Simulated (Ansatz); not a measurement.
## A series of single points on CaO

System: CaO (I4mm, 2 atoms in the cell).
Method: DFT PBE, scalar-relativistic, plane waves, PAW, no spin polarisation (Ansatz 0.2.0).

The 7 runs differ only in the geometry, by a shift of atoms along one path in a fixed cell. The shift s is measured from run 4: Ca1 moves along the Cartesian direction (1.00, 0.00, 0.00). The structure derives from an entry of the Crystallography Open Database.

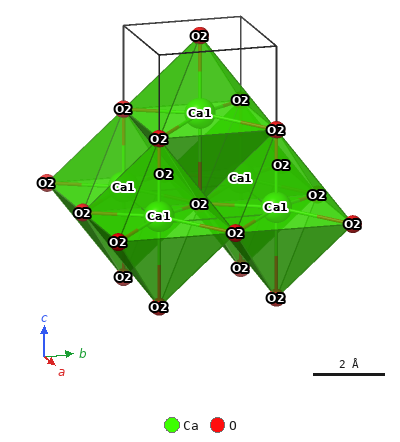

Figure 1. The structure of run 4 (polyhedral view of the cell 2 times as large as that of the calculation, set on its symmetry axes, seen slightly off an axis; polyhedra are completed across the faces of the cell; atoms are numbered from 1 in the order of the input). An atom can appear more than once, as a periodic image.

**Input of run 4**
```yaml
crystal:
  lattice:
    - [0.0, 2.449, 2.449]
    - [2.449, 0.0, 2.449]
    - [2.449, 2.449, 0.0]
  atoms:
    - { symbol: Ca, position: [-0.038280931, 0.038280931, 0.038280931] }
    - { symbol: O, position: [0.5, 0.5, 0.5] }
basis:
  ecutwfc: 420
kpoints:
  mp_grid: { grid: [8, 8, 8] }
hamiltonian:
  xc: pbe
scf:
  occupations: { method: gaussian, width: 0.05 }
output:
  forces: true
  stress: true
  eigenvalues: true
```

Command:
```bash
ansatz run input.yaml --threads 1 --pin off --max-ram 2560MiB --backend cpu --events-out ev --progress --plain --runs-dir out
```

Run 2 differs from it as follows:
```diff
-    - { symbol: Ca, position: [-0.038280931, 0.038280931, 0.038280931] }
+    - { symbol: Ca, position: [0.0510412413, -0.0510412413, -0.0510412413] }
```

**Results, with one run withheld**

```csv
run,shift s of Ca1 (Å),"free energy per atom, from the lowest run given (meV)",pressure (GPa),gap on the mesh (eV),force along the path (eV/Å)
1,−0.6875,269.90,7.67,4.11,3.357
2,−0.4375,?,?,?,?
3,−0.1250,0.00,−3.86,3.67,−0.138
4,0.0000,19.28,−2.74,3.77,−0.513
5,0.1250,70.46,−0.18,3.93,−1.195
6,0.1875,115.67,1.81,4.00,−1.725
7,0.2500,180.10,4.39,4.05,−2.431
```

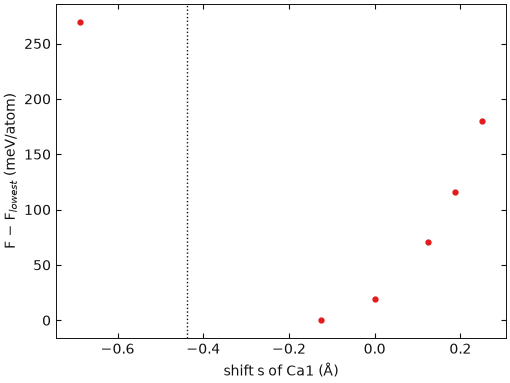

Figure 2. Free energy per atom of the runs given; the dotted line marks run 2.

What should run 2 give?

A cubic polynomial in the coordinate, fitted to the 6 runs given, misses them by at most 3.77 meV per atom. With x = s + 0.0417, it reads F = 6.533 + 160.53 x + 1284.1 x² + 625.74 x³ (meV per atom). At run 2 it gives 105.36 meV per atom, and the run itself gives 39.58. The slope of the fit gives a force −dF/ds of 1.124 eV/Å along the path (summed over the atoms that move), and the printed forces give 0.801 eV/Å. The fit has its minimum at s = −0.1074 Å. The fit misses that run by 65.78 meV per atom. The gap on the mesh lies between 3.67 eV (run 3) and 4.11 eV (run 1); run 2 has 3.85 eV. These are gaps of this functional on this mesh, which can miss the band edges; they aren't the measured gap.

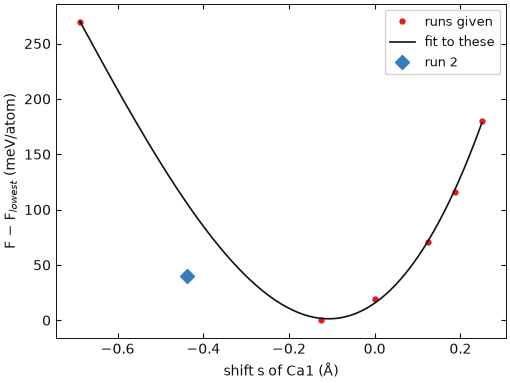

Figure 3. The fit and the withheld run.

**Output, shortened to warnings, some set-up lines, iterations and results (run 2)**
```
Basis set: ecut = 420 eV, 537 PW (Γ), exchange–correlation on 48×48×48 points (8 copies of the dense FFT grid, shifted against one another)
Symmetry: 8 space group operations
k-points: 59 of 512 (time reversal used)
Initial density: superposition of atomic densities (neutral atoms: chi_scale 0, normalization atom), corrected by the library's trained network
[...]
SCF iter   1: F=—  HF=-2387.624211 eV  |F-HF|=—  |Δ(HF+E_count)|=         —  Δρ=1.45e-3  dr2=5.51e-4  ethr=1.77e-3  ⟨swp⟩=6.6  Hψ=5008  notcnv=0
SCF iter   2: F=—  HF=-2387.624339 eV  |F-HF|=—  |Δ(HF+E_count)|=   1.27e-4  Δρ=2.42e-3  dr2=1.66e-3  ethr=3.44e-6  ⟨swp⟩=2.1  Hψ=1632  notcnv=0
SCF iter   3: F=—  HF=-2387.624014 eV  |F-HF|=—  |Δ(HF+E_count)|=   3.24e-4  Δρ=6.69e-4  dr2=1.34e-4  ethr=3.44e-6  ⟨swp⟩=2.0  Hψ=924  notcnv=0
SCF iter   4: F=—  HF=-2387.624028 eV  |F-HF|=—  |Δ(HF+E_count)|=   1.35e-5  Δρ=8.22e-5  dr2=1.16e-6  ethr=8.36e-7  ⟨swp⟩=2.0  Hψ=885  notcnv=0
SCF iter   5: F=—  HF=-2387.624032 eV  |F-HF|=—  |Δ(HF+E_count)|=   4.08e-6  Δρ=5.22e-5  dr2=8.37e-7  ethr=7.24e-9  ⟨swp⟩=2.1  Hψ=1054  notcnv=0
SCF iter   6: F=—  HF=-2387.624032 eV  |F-HF|=—  |Δ(HF+E_count)|=   1.45e-7  Δρ=2.32e-5  dr2=1.69e-7  ethr=5.23e-9  ⟨swp⟩=1.7  Hψ=822  notcnv=0
SCF iter   7: F=-2387.624031 eV  HF=-2387.624031 eV  |F-HF|=5.00e-9  |Δ(HF+E_count)|=   3.42e-8  Δρ=4.40e-6  dr2=5.92e-9  ethr=6.25e-10  ⟨swp⟩=4.0  Hψ=2064  notcnv=0
SCF 1 converged in 7 iterations: F = -2387.624031 eV  dr2 = 5.92e-9
SCF converged after 7 iterations
Free energy (F): -2387.624031 eV
Harris-Foulkes:  -2387.624031 eV  (|F-HF|=5.00e-9)
Internal energy: -2387.624031 eV  (E = F + TS)
E sigma→0 (E₀):  -2387.624031 eV
Fermi energy:    8.846105 eV
--- Per-component energies (eV) ---
  E_band       = -111.845775
  E_kinetic    = 455.063759
  E_local      = -929.797248  (includes V_loc(G=0)·N_el)
  E_nonlocal   = 111.426963
  E_hartree    = 309.622649
  E_xc         = -212.939724
  E_vxc        = -267.862293  (∫ρ·V_xc dr)
  E_paw        = -1016.183153  (= ΣΔE_a)
  E_vpaw       = -99.923297  (= ΣTr[D̂ρ^β])
  E_aug_tail   = 0.002413  (compensation charges beyond the density's cutoff)
  E_ewald      = -1104.819691
  E_smearing   = -0.000000  (= −TS)
  E_closure    = 0.000000  (closes the sum)
  Σ components = -2387.624031   (vs F -2387.624031, Δ=0.00e0)
--- Forces (eV/Å), atoms counted from 1 ---
  atom   1  Ca     0.80128797     0.00000000     0.00000000
  atom   2  O     -0.80131227    -0.00000000     0.00000000
  max |Σ_I F_I| component: 2.43e-5 eV/Å
--- Stress (GPa, compression-positive) ---
        3.309403       0.000000       0.000000
        0.000000      -4.154658       0.000000
        0.000000       0.000000      -4.154658
  P = ⅓ Tr σ = -1.6666 GPa (-16.666 kbar)
```
